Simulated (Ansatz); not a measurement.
## Run report: TiO2, geometry relaxation (part 2 of 2)

The same run, continued: TiO2 (P-4m2, 6 atoms in the cell); DFT PBE, scalar-relativistic, plane waves, PAW, spin-polarised (Ansatz 0.2.0); cutoff 420 eV, 10×10×10 k-mesh, Gaussian smearing of 0.1 eV, collinear spins. The structure was built on a prototype by a generator; it need not be a known phase. It belongs to a series of runs on one base structure; here: random cell with space group P-4m2 (No. 115).

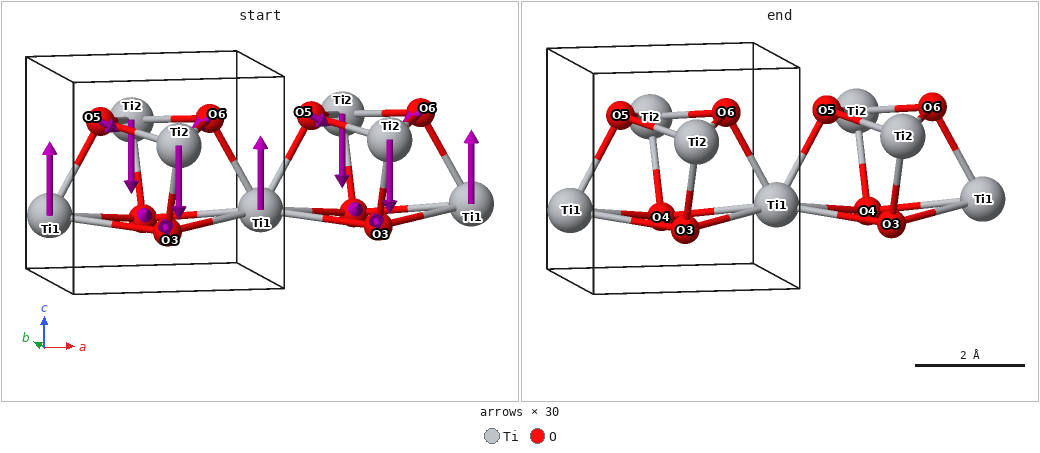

Before (left) and after (right) the relaxation, at one scale (ball-and-stick view of the cell of the calculation, repeated 2 × 1 × 1, seen slightly off an axis). The pink arrows give the displacements (without the part carried along by the change of the cell), magnified 30 times. The largest moves relative to the cell, 0.046 Å, are those of Ti1 and Ti2. Largest moves by element: Ti 0.046 Å, O 0.014 Å. The volume changes by −0.3 %, with a = b 3.971 → 3.885 Å (−2.2 %), c 3.922 → 4.088 Å (+4.2 %). Distances before and after: Ti1–O5 2.406 → 2.538 Å, Ti1–O3 2.249 → 2.201 Å. The space group stays P-4m2 (No. 115). The energy falls by 35.6 meV per cell of the calculation in 10 geometry steps. Largest force component: 0.2 eV/Å at the start, 0.00045 eV/Å at the end. The pressure goes from −1.22 to 0.01 GPa. The basis was re-selected 3 times at an unchanged geometry, which shifts the energy a little without any move. The energy change given includes the shifts at the re-selections in mid-walk, which come without any move. A last SCF at the same geometry on a re-selected plane-wave basis shifts the energy by −0.3 meV per cell of the calculation. (Atoms are counted from 1 in the order of the input.)

```
basis re-selected at this cell: Δ(F+E_penalty+E_count) = -2.738e-4 eV, ΔP = +0.003 GPa vs the last step (what re-selecting the basis moved, of the pressure what is left beyond the Pulay correction that the steps carried, after the strain that the cell walked since its last selection, with what the two solves' SCF thresholds leave and, on support functions, any second-order correction that the steps lacked; it is no measure of the basis error at this ecutwfc). This SCF's stress stands 2.46e-2 GPa from its target on what of the cell is left free (relax.cell.stress_tol is 5.00e-2 GPa) and its largest allowed force component is 4.49e-4 eV/Å (relax.f_tol is 1.00e-2 eV/Å): within both
SCF converged after 6 iterations
Magnetization: 0.0000 μB (24.0000 up, 24.0000 down)
Absolute magnetization: 0.0000 μB (∫|ρ↑−ρ↓|, with the PAW one-centre terms)
Spin contamination: 0.0000 ħ² per cell (⟨S²⟩ above its minimum at these occupations)
Per-site moments (μB) at R_I (Å): [(4.643693205196203e-8, 0.8151815451018056), (4.6436932093921375e-8, 0.8151815451018056), (-1.3617295298938359e-8, 0.7818096331589729), (-1.3617295155114128e-8, 0.7818096331589729), (-1.3617295074084547e-8, 0.7818096331589729), (-1.3617294974602166e-8, 0.7818096331589729)]
Free energy (F): -7268.710812 eV
Harris-Foulkes:  -7268.710812 eV  (|F-HF|=9.09e-12)
Internal energy: -7268.701092 eV  (E = F + TS)
E sigma→0 (E₀):  -7268.705952 eV
Entropy (-TS):   -0.009720 eV (-1.620 meV/atom)
Fermi energy:    11.817736 eV
--- Per-component energies (eV) ---
  E_band       = -338.905510
  E_kinetic    = 1239.857730
  E_local      = -3009.430865  (includes V_loc(G=0)·N_el)
  E_nonlocal   = 204.957673
  E_hartree    = 1161.755994
  E_xc         = -490.191434
  E_vxc        = -620.874866  (∫ρ·V_xc dr)
  E_paw        = -2721.998654  (= ΣΔE_a)
  E_vpaw       = -476.936965  (= ΣTr[D̂ρ^β])
  E_aug_tail   = 0.009805  (compensation charges beyond the density's cutoff)
  E_ewald      = -3653.661342
  E_smearing   = -0.009720  (= −TS)
  E_closure    = -0.000000  (closes the sum)
  Σ components = -7268.710812   (vs F -7268.710812, Δ=0.00e0)
--- Forces (eV/Å), atoms counted from 1 ---
  atom   1  Ti    -0.00000000    -0.00000000     0.00002513
  atom   2  Ti    -0.00000000     0.00000000    -0.00002513
  atom   3  O      0.00000000    -0.00044868     0.00012311
  atom   4  O     -0.00000000     0.00044868     0.00012311
  atom   5  O     -0.00044868     0.00000000    -0.00012311
  atom   6  O      0.00044868     0.00000000    -0.00012311
  max |Σ_I F_I| component: 7.89e-17 eV/Å
--- Stress (GPa, compression-positive) ---
        0.001883      -0.000000      -0.000000
       -0.000000       0.001883      -0.000000
       -0.000000       0.000000       0.024571
  P = ⅓ Tr σ = 0.0094 GPa (0.094 kbar)
--- Band table (eV; the first three rows and the last of 252) ---
  k-point 0 ↑: bands = ["-46.3088", "-46.2639", "-22.7168", "-22.6539", "-22.5511", "-22.5511", "-22.3824", "-22.3824", "-9.8868", "-8.2112", "-5.1606", "-5.1606", "2.7780", "4.1881", "4.6860", "6.1896", "6.1896", "6.3209", "7.4448", "7.4448", "8.7218", "8.8380", "9.9470", "12.7325", "12.7325", "13.2365", "13.4498", "13.4498", "13.8798", "14.2548", "14.8255"]
  k-point 1 ↑: bands = ["-46.3085", "-46.2640", "-22.7187", "-22.6588", "-22.5499", "-22.5499", "-22.3832", "-22.3832", "-9.8375", "-8.2363", "-5.1688", "-5.1688", "2.8134", "3.9421", "4.9775", "6.0999", "6.0999", "6.3579", "7.6076", "7.6076", "8.6116", "8.6645", "9.9867", "12.7567", "12.7567", "13.1710", "13.4331", "13.4331", "13.8140", "14.3600", "14.8301"]
  k-point 2 ↑: bands = ["-46.3077", "-46.2645", "-22.7234", "-22.6720", "-22.5466", "-22.5466", "-22.3854", "-22.3854", "-9.6964", "-8.3146", "-5.1904", "-5.1904", "2.9063", "3.6527", "5.3909", "5.9238", "5.9238", "6.4629", "7.9892", "7.9892", "8.0548", "8.5066", "10.0959", "12.8102", "12.8102", "13.0167", "13.3851", "13.3851", "13.7233", "14.4602", "14.8426"]
  k-point 125 ↓: bands = ["-46.2833", "-46.2833", "-22.7139", "-22.7139", "-22.6495", "-22.5471", "-22.3959", "-22.3936", "-7.5769", "-7.5769", "-7.2282", "-7.1373", "5.2961", "5.2961", "6.0429", "6.2817", "7.1553", "7.3440", "7.6118", "7.6118", "8.4529", "8.4529", "8.5613", "9.8913", "12.2864", "12.4960", "12.4960", "13.4651", "13.4651", "13.5966", "13.6682"]
--- Relaxed structure (11 steps of the walk, 11 accepted, 4 SCFs on fresh bases) ---
  F+E_penalty+E_count = -7268.71081237 eV   max|allowed force component| = 4.487e-4 eV/Å   (the final SCF, on the basis selected at the relaxed cell)
  cell:  # Å, volume = 61.6890 Å³
    - [3.8845424490179457, -1.9338968905493555e-34, 1.856541014927381e-32]
    - [-1.9338968905493555e-34, 3.8845424490179457, 0.0]
    - [1.833690604362916e-32, 0.0, 4.08815840828824]
  atoms:
    - { symbol: Ti, position: [7.387476956097769e-20, 0.49999999999999994, 0.3228860922903167] }
    - { symbol: Ti, position: [0.49999999999999994, 3.7470648275875626e-20, 0.6771139077096835] }
    - { symbol: O, position: [0.49999999999999994, 0.24395358079618104, 0.2529222331084897] }
    - { symbol: O, position: [0.49999999999999994, 0.7560464192038189, 0.2529222331084897] }
    - { symbol: O, position: [0.24395358079618104, 0.49999999999999994, 0.7470777668915104] }
    - { symbol: O, position: [0.7560464192038189, 0.49999999999999994, 0.7470777668915104] }
--- Löwdin populations: 6 sites ---
  site symbol       q [e]    m [muB]
     0     Ti     10.9178     0.0000
     1     Ti     10.9178     0.0000
     2      O      6.4961    -0.0000
     3      O      6.4961    -0.0000
     4      O      6.4961    -0.0000
     5      O      6.4961    -0.0000
  spilling = 0.003748 (of n_electrons = 48.000000)
```

File populations.tsv
```
# site	symbol	l	j	q_up	q_dn
# orbitals = lowdin
# n_electrons = 48.000000
# spilling = 0.003748
0	Ti	0_3S	-	0.975747	0.975747
0	Ti	0_4S	-	0.239654	0.239654
0	Ti	1_3P	-	2.995597	2.995597
0	Ti	2_3D	-	1.247917	1.247917
1	Ti	0_3S	-	0.975747	0.975747
1	Ti	0_4S	-	0.239654	0.239654
1	Ti	1_3P	-	2.995597	2.995597
1	Ti	2_3D	-	1.247917	1.247917
2	O	0_2S	-	0.915553	0.915553
2	O	1_2P	-	2.332503	2.332503
3	O	0_2S	-	0.915553	0.915553
3	O	1_2P	-	2.332503	2.332503
4	O	0_2S	-	0.915553	0.915553
4	O	1_2P	-	2.332503	2.332503
5	O	0_2S	-	0.915553	0.915553
5	O	1_2P	-	2.332503	2.332503
```

Trajectory as extended XYZ (Å, eV, eV/Å), 15 frames, from step=1 to step=15
```
6
Lattice="3.9710 0.0000 0.0000 0.0000 3.9710 0.0000 0.0000 0.0000 3.9221" Properties=species:S:1:pos:R:3:forces:R:3 step=1 energy=-7268.67492 pressure_GPa=-1.22
Ti    0.0000    1.9855    1.2224    0.0000   0.0000  -0.1954
Ti    1.9855    0.0000    2.6997    0.0000   0.0000   0.1954
O     1.9855    0.9562    0.9855    0.0000   0.0771  -0.0941
O     1.9855    3.0148    0.9855    0.0000  -0.0771  -0.0941
O     0.9562    1.9855    2.9366    0.0771   0.0000   0.0941
O     3.0148    1.9855    2.9366   -0.0771   0.0000   0.0941
6
Lattice="3.9501 0.0000 0.0000 0.0000 3.9501 0.0000 0.0000 0.0000 3.9345" Properties=species:S:1:pos:R:3:forces:R:3 step=2 energy=-7268.68985 pressure_GPa=-0.33
Ti    0.0000    1.9750    1.2263    0.0000   0.0000  -0.1847
Ti    1.9750    0.0000    2.7082    0.0000   0.0000   0.1847
O     1.9750    0.9515    0.9864    0.0000   0.1021  -0.0420
O     1.9750    2.9986    0.9864    0.0000  -0.1021  -0.0420
O     0.9515    1.9750    2.9481    0.1021   0.0000   0.0420
O     2.9986    1.9750    2.9481   -0.1021   0.0000   0.0420
6
Lattice="3.8906 0.0000 0.0000 0.0000 3.8906 0.0000 0.0000 0.0000 4.0320" Properties=species:S:1:pos:R:3:forces:R:3 step=3 energy=-7268.70062 pressure_GPa=-0.85
Ti    0.0000    1.9453    1.2482    0.0000   0.0000   0.2582
Ti    1.9453    0.0000    2.7837    0.0000   0.0000  -0.2582
O     1.9453    0.9424    1.0164    0.0000   0.0276   0.0403
O     1.9453    2.9482    1.0164    0.0000  -0.0276   0.0403
O     0.9424    1.9453    3.0155    0.0276   0.0000  -0.0403
O     2.9482    1.9453    3.0155   -0.0276   0.0000  -0.0403
6
Lattice="3.9034 0.0000 0.0000 0.0000 3.9034 0.0000 0.0000 0.0000 3.9951" Properties=species:S:1:pos:R:3:forces:R:3 step=4 energy=-7268.70836 pressure_GPa=0.47
Ti    0.0000    1.9517    1.2460    0.0000   0.0000   0.0135
Ti    1.9517    0.0000    2.7491    0.0000   0.0000  -0.0135
O     1.9517    0.9455    1.0058    0.0000   0.0210  -0.0288
O     1.9517    2.9579    1.0058    0.0000  -0.0210  -0.0288
O     0.9455    1.9517    2.9893    0.0210   0.0000   0.0288
O     2.9579    1.9517    2.9893   -0.0210   0.0000   0.0288
6
Lattice="3.9030 0.0000 0.0000 0.0000 3.9030 0.0000 0.0000 0.0000 4.0080" Properties=species:S:1:pos:R:3:forces:R:3 step=5 energy=-7268.70830 pressure_GPa=0.12
Ti    0.0000    1.9515    1.2572    0.0000   0.0000   0.0194
Ti    1.9515    0.0000    2.7507    0.0000   0.0000  -0.0194
O     1.9515    0.9465    1.0084    0.0000   0.0092   0.0025
O     1.9515    2.9564    1.0084    0.0000  -0.0092   0.0025
O     0.9465    1.9515    2.9995    0.0092   0.0000  -0.0025
O     2.9564    1.9515    2.9995   -0.0092   0.0000  -0.0025
6
Lattice="3.8983 0.0000 0.0000 0.0000 3.8983 0.0000 0.0000 0.0000 4.0305" Properties=species:S:1:pos:R:3:forces:R:3 step=6 energy=-7268.70784 pressure_GPa=0.09
Ti    0.0000    1.9491    1.2774    0.0000   0.0000  -0.0033
Ti    1.9491    0.0000    2.7532    0.0000   0.0000   0.0033
O     1.9491    0.9473    1.0156    0.0000   0.0032  -0.0028
O     1.9491    2.9510    1.0156    0.0000  -0.0032  -0.0028
O     0.9473    1.9491    3.0150    0.0032   0.0000   0.0028
O     2.9510    1.9491    3.0150   -0.0032   0.0000   0.0028
6
Lattice="3.8989 0.0000 0.0000 0.0000 3.8989 0.0000 0.0000 0.0000 4.0319" Properties=species:S:1:pos:R:3:forces:R:3 step=7 energy=-7268.70765 pressure_GPa=-0.01
Ti    0.0000    1.9495    1.2785    0.0000   0.0000  -0.0005
Ti    1.9495    0.0000    2.7535    0.0000   0.0000   0.0005
O     1.9495    0.9476    1.0160    0.0000   0.0001  -0.0006
O     1.9495    2.9513    1.0160    0.0000  -0.0001  -0.0006
O     0.9476    1.9495    3.0160    0.0001   0.0000   0.0006
O     2.9513    1.9495    3.0160   -0.0001   0.0000   0.0006
6
Lattice="3.8989 0.0000 0.0000 0.0000 3.8989 0.0000 0.0000 0.0000 4.0319" Properties=species:S:1:pos:R:3:forces:R:3 step=8 energy=-7268.70932 pressure_GPa=0.01
Ti    0.0000    1.9495    1.2785    0.0000   0.0000  -0.0012
Ti    1.9495    0.0000    2.7535    0.0000   0.0000   0.0012
O     1.9495    0.9476    1.0160    0.0000   0.0000  -0.0010
O     1.9495    2.9513    1.0160    0.0000   0.0000  -0.0010
O     0.9476    1.9495    3.0160    0.0000   0.0000   0.0010
O     2.9513    1.9495    3.0160    0.0000   0.0000   0.0010
6
Lattice="3.8893 0.0000 0.0000 0.0000 3.8893 0.0000 0.0000 0.0000 4.0637" Properties=species:S:1:pos:R:3:forces:R:3 step=9 energy=-7268.70924 pressure_GPa=0.06
Ti    0.0000    1.9446    1.3019    0.0000   0.0000  -0.0001
Ti    1.9446    0.0000    2.7618    0.0000   0.0000   0.0001
O     1.9446    0.9473    1.0258    0.0000   0.0018   0.0041
O     1.9446    2.9420    1.0258    0.0000  -0.0018   0.0041
O     0.9473    1.9446    3.0379    0.0018   0.0000  -0.0041
O     2.9420    1.9446    3.0379   -0.0018   0.0000  -0.0041
6
Lattice="3.8878 0.0000 0.0000 0.0000 3.8878 0.0000 0.0000 0.0000 4.0719" Properties=species:S:1:pos:R:3:forces:R:3 step=10 energy=-7268.70886 pressure_GPa=0.01
Ti    0.0000    1.9439    1.3080    0.0000   0.0000   0.0003
Ti    1.9439    0.0000    2.7639    0.0000   0.0000  -0.0003
O     1.9439    0.9475    1.0286    0.0000  -0.0008   0.0012
O     1.9439    2.9403    1.0286    0.0000   0.0008   0.0012
O     0.9475    1.9439    3.0433   -0.0008   0.0000  -0.0012
O     2.9403    1.9439    3.0433    0.0008   0.0000  -0.0012
6
Lattice="3.8878 0.0000 0.0000 0.0000 3.8878 0.0000 0.0000 0.0000 4.0719" Properties=species:S:1:pos:R:3:forces:R:3 step=11 energy=-7268.71060 pressure_GPa=0.06
Ti    0.0000    1.9439    1.3080    0.0000   0.0000   0.0002
Ti    1.9439    0.0000    2.7639    0.0000   0.0000  -0.0002
O     1.9439    0.9475    1.0286    0.0000  -0.0009   0.0010
O     1.9439    2.9403    1.0286    0.0000   0.0009   0.0010
O     0.9475    1.9439    3.0433   -0.0009   0.0000  -0.0010
O     2.9403    1.9439    3.0433    0.0009   0.0000  -0.0010
6
Lattice="3.8854 0.0000 0.0000 0.0000 3.8854 0.0000 0.0000 0.0000 4.0838" Properties=species:S:1:pos:R:3:forces:R:3 step=12 energy=-7268.71010 pressure_GPa=0.00
Ti    0.0000    1.9427    1.3168    0.0000   0.0000   0.0000
Ti    1.9427    0.0000    2.7670    0.0000   0.0000   0.0000
O     1.9427    0.9475    1.0325    0.0000   0.0018   0.0005
O     1.9427    2.9379    1.0325    0.0000  -0.0018   0.0005
O     0.9475    1.9427    3.0512    0.0018   0.0000  -0.0005
O     2.9379    1.9427    3.0512   -0.0018   0.0000  -0.0005
6
Lattice="3.8854 0.0000 0.0000 0.0000 3.8854 0.0000 0.0000 0.0000 4.0838" Properties=species:S:1:pos:R:3:forces:R:3 step=13 energy=-7268.71074 pressure_GPa=0.02
Ti    0.0000    1.9427    1.3168    0.0000   0.0000  -0.0001
Ti    1.9427    0.0000    2.7670    0.0000   0.0000   0.0001
O     1.9427    0.9475    1.0325    0.0000   0.0018   0.0004
O     1.9427    2.9379    1.0325    0.0000  -0.0018   0.0004
O     0.9475    1.9427    3.0512    0.0018   0.0000  -0.0004
O     2.9379    1.9427    3.0512   -0.0018   0.0000  -0.0004
6
Lattice="3.8845 0.0000 0.0000 0.0000 3.8845 0.0000 0.0000 0.0000 4.0882" Properties=species:S:1:pos:R:3:forces:R:3 step=14 energy=-7268.71054 pressure_GPa=0.01
Ti    0.0000    1.9423    1.3200    0.0000   0.0000   0.0000
Ti    1.9423    0.0000    2.7681    0.0000   0.0000   0.0000
O     1.9423    0.9476    1.0340    0.0000  -0.0004   0.0001
O     1.9423    2.9369    1.0340    0.0000   0.0004   0.0001
O     0.9476    1.9423    3.0542   -0.0004   0.0000  -0.0001
O     2.9369    1.9423    3.0542    0.0004   0.0000  -0.0001
6
Lattice="3.8845 0.0000 0.0000 0.0000 3.8845 0.0000 0.0000 0.0000 4.0882" Properties=species:S:1:pos:R:3:forces:R:3 step=15 energy=-7268.71081 pressure_GPa=0.01
Ti    0.0000    1.9423    1.3200    0.0000   0.0000   0.0000
Ti    1.9423    0.0000    2.7681    0.0000   0.0000   0.0000
O     1.9423    0.9476    1.0340    0.0000  -0.0004   0.0001
O     1.9423    2.9369    1.0340    0.0000   0.0004   0.0001
O     0.9476    1.9423    3.0542   -0.0004   0.0000  -0.0001
O     2.9369    1.9423    3.0542    0.0004   0.0000  -0.0001
```

This output came from the following input.

Input
```yaml
crystal:
  lattice:
    - [3.9709869257, 0.0, 0.0]
    - [0.0, 3.9709869257, 0.0]
    - [0.0, 0.0, 3.9221117967]
  atoms:
    - { symbol: Ti, position: [0.0, 0.5, 0.3116633653] }
    - { symbol: Ti, position: [0.5, 0.0, 0.6883366347] }
    - { symbol: O, position: [0.5, 0.2408018387, 0.2512794655], spin: 0.18 }
    - { symbol: O, position: [0.5, 0.7591981613, 0.2512794655], spin: 0.18 }
    - { symbol: O, position: [0.2408018387, 0.5, 0.7487205345], spin: 0.18 }
    - { symbol: O, position: [0.7591981613, 0.5, 0.7487205345], spin: 0.18 }
basis:
  ecutwfc: 420
kpoints:
  mp_grid: { grid: [10, 10, 10] }
hamiltonian:
  xc: pbe
scf:
  occupations: { method: gaussian, width: 0.1 }
output:
  forces: true
  stress: true
  eigenvalues: true
  populations: true
magnetization:
  spin_polarized: true
relax:
  adjacent_minimum: "off"
  f_tol: 0.01
  max_steps: 80
  cell: { stress_tol: 0.05 }
```

Run as:
```bash
ansatz run input.yaml --threads 1 --pin off --max-ram 2560MiB --backend cpu --events-out ev --progress --plain --runs-dir out
```

Results in brief

- outcome: converged
- space group (tolerance 0.01 Å): P-4m2 (115)
- electrons treated: 48
- free energy: −7268.7108 eV
- Fermi energy: 11.818 eV
- gap on the k-point mesh: none (metallic)
- net moment of the cell: 0.00 μB
- integrated absolute moment: 0.00 μB
- pressure: 0.01 GPa
- final volume: 61.69 Å³
- largest force (length of the vector) at the end: under 0.001 eV/Å
- final cell: a = 3.885 Å, b = 3.885 Å, c = 4.088 Å, α = 90.00°, β = 90.00°, γ = 90.00°
- hardware: 1 thread of Intel Xeon (Granite Rapids), 176 GiB of memory available, shared host
- wall time: 8.3 min
- peak memory: 0.63 GiB

The program warns: some starting moments were not kept.
